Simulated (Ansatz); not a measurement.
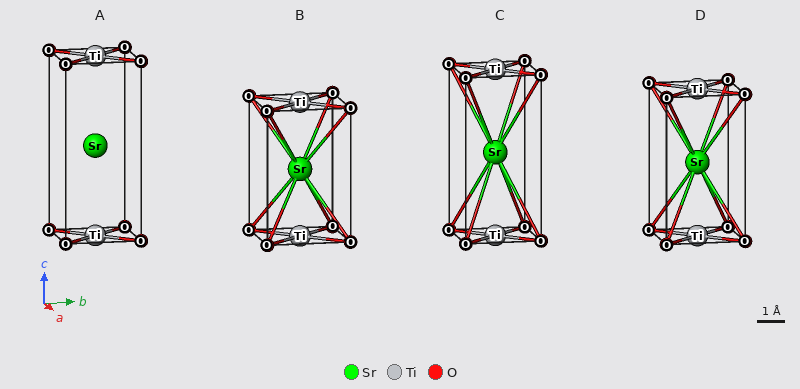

4 geometries from one relaxation of a crystal of SrTiO (a generated structure, set up in P4/mmm) (coarse preliminary run), in shuffled order. A ball-and-stick model of the cell of the calculation, seen slightly off an axis.

These are results of DFT PBE, scalar-relativistic, plane waves, PAW in Ansatz, not measurements. (plane-wave cutoff 420 eV; k-point mesh 6 × 6 × 4; occupations gaussian; smearing width 0.1 eV; collinear spin; cell and atoms relaxed; force threshold 0.04 eV/Å; at most 70 steps)

### Put them in the order of the run, from the start to the converged end.

B, D, C, A. They are steps 0, 2, 5, 11, at +1.887 eV per cell of the calculation, +0.786 eV per cell of the calculation, +0.212 eV per cell of the calculation relative to the last. The atoms keep their places relative to the cell (all moves are under 0.005 Å). The drawn cell changes as follows: a = b 3.269 → 2.970 Å (−9.2 %), c 5.239 → 7.026 Å (+34.1 %); the volume changes by +10.7 %. Among the contacts that change: Sr–Ti 2.620 → 3.513 Å, O–Sr 3.494 → 4.093 Å, Sr–Sr 3.269 → 2.970 Å, Ti–Ti 3.269 → 2.970 Å. The space group stays P4/mmm (No. 123). After 9 accepted moves (11 points after the start) the energy has fallen by 1.887 eV per cell of the calculation. All forces vanish by symmetry, so only the cell relaxes. Pressure: −0.17 GPa at the start and 0.09 GPa at the end. The SCF was repeated twice at an unchanged geometry on a basis and grid sized afresh for the cell, which shifted the energy by 0.126 eV per cell of the calculation at most. The program noted that the starting moments weren't kept. The run may lie on a higher electronic state than the lowest, so the end point isn't shown to be the ground-state structure. Cost: 92 s on 1 thread of Arm Neoverse V2, with other jobs on the host, peak memory 0.36 GiB.
